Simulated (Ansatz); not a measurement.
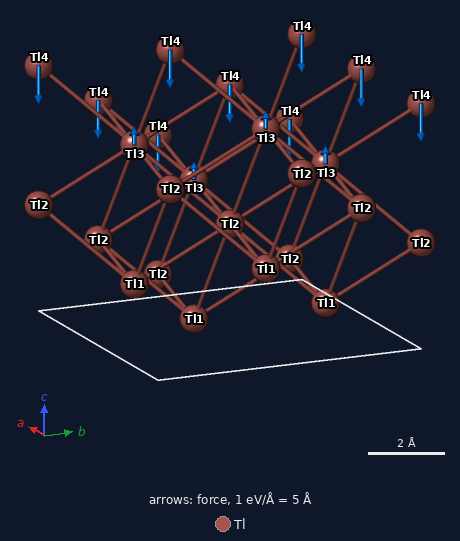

Starting geometry of a slab of composition Tl (cut from the Im-3m phase) with the computed forces as blue arrows. The picture is a ball-and-stick view of the 2 × 2 repeat of the cell, outlined in the plane, without the vacuum, seen from a free direction.

Case: clean slab, lower half held. The slab is the (1 0 0) face of Tl. 2 atoms are held fixed.

Computed with DFT PBEsol, scalar-relativistic, plane waves, PAW (Ansatz). Settings: plane-wave cutoff 420 eV; k-point mesh 8 × 8 × 1; occupations gaussian; smearing width 0.1 eV; no spin polarisation; dipole correction; atoms relaxed in a fixed cell; force threshold 0.03 eV/Å; at most 70 steps.

What follows when this structure is relaxed?

Answer. It isn't relaxed: the largest force vector, on Tl4, is 0.22 eV/Å. The atoms end up moving mostly along the starting forces (cosine between the two patterns 0.87). Tl4 moves most: 0.15 Å along the normal (−c). The cell stays as it was. Among the contacts that change: Tl3–Tl4 3.335 → 3.259 Å. Bond angles that change, for instance: Tl3–Tl4–Tl3 109.5° → 113.4°. Over 2 geometry steps the energy falls by 15.3 meV per cell of the calculation. The largest force component goes from 0.22 to 0.0084 eV/Å.
